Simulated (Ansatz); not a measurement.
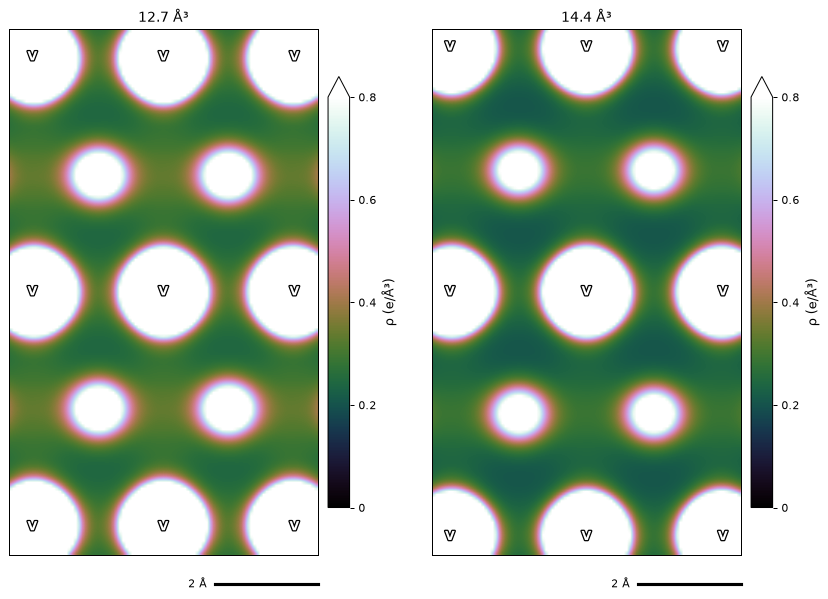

V. The valence electron density of cells scaled evenly to different volumes (given per atom above each panel), on the (100) plane of each (indices in the axes of the cell below), at one length scale and on one colour scale.

A generated structure, not necessarily the stable one; the program warned that a starting moment wasn't kept; spin-polarised, but the moments vanished.

Level of theory: Ansatz, DFT, PBE, plane waves (420 eV) with PAW, scalar-relativistic.

The largest cell:

```yaml
crystal:
  lattice:
    - [2.64606, 0.00000, 0.00000]
    - [-1.32303, 2.29156, 0.00000]
    - [0.00000, 0.00000, 4.74600]
  atoms:
    - { symbol: V, position: [0.33333, 0.66667, 0.25000] }
    - { symbol: V, position: [0.66667, 0.33333, 0.75000] }
```

| volume (Å³/atom) | V–V contact in the plane (Å) | ρ at its midpoint (e/Å³) | 
| --- | --- | --- |
| 12.73 | 2.540 | 0.330 | 
| 13.84 | 2.612 | ? | 
| 14.39 | 2.646 | 0.283 | 

### What values belong in the row with question marks?

Over the known rows ln ρ falls by 1.45 per Å of V–V distance (the line through the two), which gives 0.297 e/Å³ at 2.612 Å; the calculation gives 0.298 e/Å³.
